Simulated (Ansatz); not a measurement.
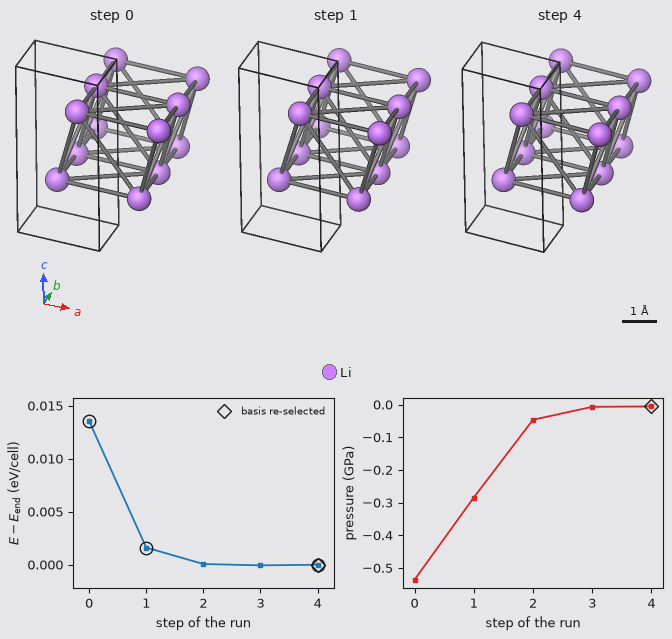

Frames of a relaxation of solid Li (set up in P-1), marked on the history of the run. Style: ball-and-stick. Shown: the cell of the calculation, repeated 2 × 3 × 1 with one cell outlined, slightly off an axis.

The run lets cell and atoms move.

The calculation used Kohn-Sham DFT of a periodic cell, PBE0, Ansatz PAW (Ansatz).

The input:
```yaml
crystal:
  lattice:
    - [3.109072, 0.089731, 0.01608]
    - [-1.476826, 2.612963, -0.091304]
    - [0.026325, -0.157399, 5.175389]
  atoms:
    - { symbol: Li, position: [0.6666666667, 0.3333333333, 0.75] }
    - { symbol: Li, position: [0.3333333333, 0.6666666667, 0.25] }
hamiltonian:
  xc: pbe0
  pseudopotentials: { kind: paw }
kpoints:
  mp_grid: { grid: [5, 5, 3] }
scf:
  occupations: { method: methfessel_paxton, width: 0.1 }
output:
  forces: true
  stress: true
relax:
  f_tol: 0.01
  max_steps: 40
  cell: { stress_tol: 0.05 }
```

Run as
```bash
ansatz run input.yaml --threads 2 --pin off --max-ram 5632MiB --backend cpu --events-out ev --progress --plain --runs-dir out
```

> Describe the path.

After 3 accepted moves (4 points after the start) the energy has fallen by 13.6 meV per cell of the calculation. Largest force component: 0.032 eV/Å at the start, 0.0011 eV/Å at the end. The pressure goes from −0.54 to −0.01 GPa. The SCF was repeated once at an unchanged geometry on a basis and grid sized afresh for the cell, which shifted the energy by 0.1 meV per cell of the calculation at most. The largest moves relative to the cell, 0.019 Å, are those of Li atoms. The drawn cell changes as follows: a 3.110 → 3.027 Å (−2.7 %), b 3.003 → 3.047 Å (+1.5 %), c 5.178 → 5.085 Å (−1.8 %), α 93.4° → 92.9°, β 89.5° → 90.6°, γ 117.8° → 119.1°; the volume changes by −4.2 %. Near-neighbour distances that change, for instance: Li–Li 3.140 → 3.025 Å, Li–Li 3.110 → 3.027 Å, Li–Li 3.158 → 3.078 Å, Li–Li 3.205 → 3.147 Å. The space group stays P-1 (No. 2). From step 0 to 1: Li atoms move most (0.04 Å), volume −2.2 %, energy −12.0 meV per cell of the calculation. From step 1 to 4: Li atoms move most (0.03 Å), volume −2.1 %, energy −1.6 meV per cell of the calculation.

```csv
step,"E − E(0), meV/atom","largest force component, eV/Å","pressure, GPa","volume, Å³/atom",note
0,0.00,0.0318,-0.54,21.344,
1,-5.98,0.0046,-0.28,20.874,
2,-6.75,0.0036,-0.05,20.499,
3,-6.82,0.0011,-0.01,20.440,
4,-6.79,0.0011,-0.01,20.440,"same geometry, new basis"
```

Limits of the set-up: the k-point mesh is coarse for a cell with partly filled bands.
